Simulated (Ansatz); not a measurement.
# Mg₇Te₈ (cell with a defect): what the fields show

Input file:

```
crystal:
  lattice:
    - [0.0, 6.4388576423, -6.4388576423]
    - [6.4388576423, 6.4388576423, 0.0]
    - [6.4388576423, 0.0, -6.4388576423]
  atoms:
    - { symbol: Mg, position: [0.0, 0.25, 0.5] }
    - { symbol: Mg, position: [0.5, 0.0, 0.5] }
    - { symbol: Mg, position: [0.5, 0.5, 0.5] }
    - { symbol: Mg, position: [0.0, 0.0, 1.0] }
    - { symbol: Mg, position: [0.0, 0.5, 1.0] }
    - { symbol: Mg, position: [0.5, 0.0, 1.0] }
    - { symbol: Mg, position: [0.5, 0.5, 1.0] }
    - { symbol: Te, position: [0.125, 0.125, 0.125] }
    - { symbol: Te, position: [0.125, 0.625, 0.125] }
    - { symbol: Te, position: [0.625, 0.125, 0.125] }
    - { symbol: Te, position: [0.625, 0.625, 0.125] }
    - { symbol: Te, position: [0.125, 0.125, 0.625] }
    - { symbol: Te, position: [0.125, 0.625, 0.625] }
    - { symbol: Te, position: [0.625, 0.125, 0.625] }
    - { symbol: Te, position: [0.625, 0.625, 0.625] }
basis:
  ecutwfc: 420
kpoints:
  mp_grid: { grid: [4, 4, 4] }
hamiltonian:
  xc: pbesol
scf:
  occupations: { method: gaussian, width: 0.05 }
output:
  forces: true
  stress: true
  eigenvalues: true
  write_density: true
  write_potential: true
  elf: true
  volumetric_format: npy
relax:
  adjacent_minimum: "off"
  f_tol: 0.02
  max_steps: 60
  escape_saddle: false
```

Launched as:

```sh
ansatz run input.yaml --threads 4 --pin off --max-ram 9216MiB --backend cpu --events-out ev --progress --plain --runs-dir out
```

The fields are those of the relaxed geometry.

Computed pressure about −2 GPa in this cell.

The calculation used Ansatz, DFT PBEsol, scalar-relativistic, plane waves, PAW.

The density is the valence pseudo-density of a PAW calculation; it isn't the true density close to the nuclei.

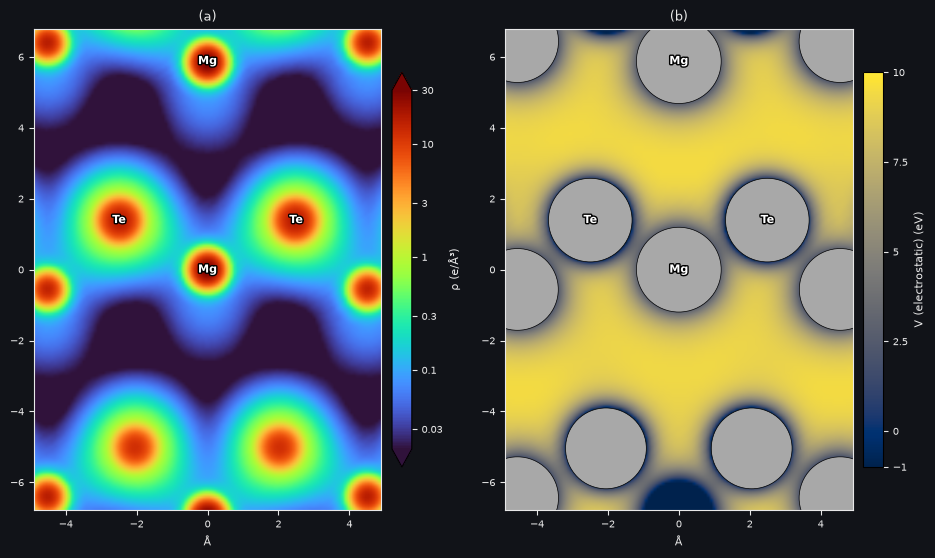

Figure 1. (a) valence electron density; (b) electrostatic potential (local pseudopotential plus Hartree) felt by an electron on the (101̄) plane of the calculation cell. Grey discs cover the atomic cores in the potential map.

Question: What does the map show?

Answer:
- The plane passes through Mg and Te nuclei.
- Atoms just off the plane (Mg, 0.3 Å away and Te, 0.3 Å away) can leave unmarked features too.
- Between the atoms the lowest density in this plane is 0.007 e/Å³.
- Outside the cores the potential energy rises away from the atoms and is highest about 2.4 Å from the nearest atoms; its zero is arbitrary.

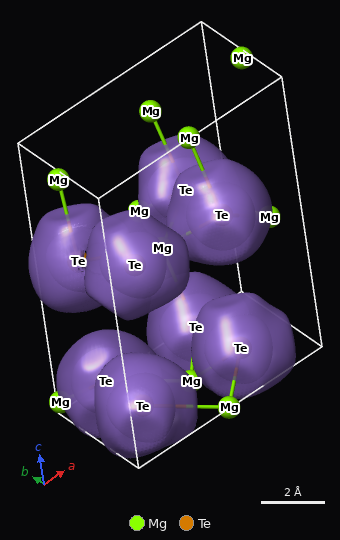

Figure 2. Isosurface of the electron localisation function at 0.6 (purple), seen slightly off an axis. Core shells and regions of very low density are left out. Sticks mark near contacts.

Question: Where are the electrons localised?

Answer: The ELF exceeds this value in eight regions wrapped around Te (the valence shell of each), counted in one cell of 15 atoms. Regions shared between cells count once. Along the contacts the grid gives the following. Mg–Te (2.78 Å): the ELF peaks at about 0.85 in the valence shell of Te, 1.4 Å from its nucleus, and is about 0.85 at the midpoint. Mg–Te (2.83 Å): the ELF peaks at about 0.85 in the valence shell of Te, 1.4 Å from its nucleus, and is about 0.85 at the midpoint.

Question: Metal or insulator at this level of theory?

Answer: It is metallic or semimetallic at this level of theory: no gap opens.
